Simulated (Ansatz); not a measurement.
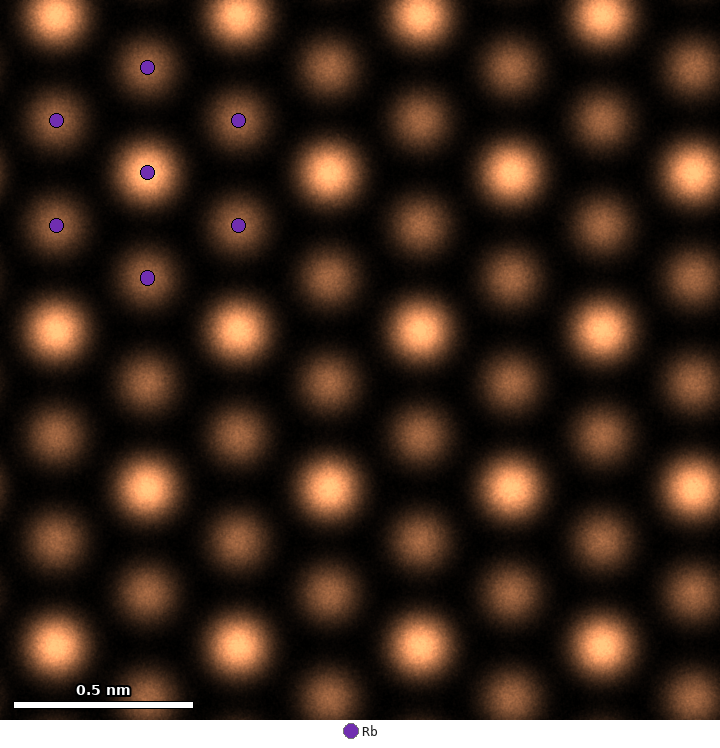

HAADF-like image of Rb (P6_3/mmc, No. 194) along [001]. Simulated incoherent Z contrast: every atom adds Z^1.6 spread by a probe of 1.30 Å full width; channelling and multiple scattering are left out. Shot noise was added. Structure: coordinates from a relaxation with DFT, BLYP, plane waves (420 eV) with PAW, scalar-relativistic in Ansatz 0.2.0; the starting structure was generated, so it need not be a known form of this composition.

Coloured dots in one corner mark the columns of the model.

Question: Interpret the image.

Answer: The columns repeat on a hexagonal net with a repeat of 5.12 Å (plane group p6mm). The brightest columns hold 2 Rb per repeat; in falling brightness follow 1 Rb (about 50 %). Brightness is counted from the darkest point of the image. The shortest distance between visible columns is 2.95 Å in projection. Along the beam the structure repeats every 16.88 Å.
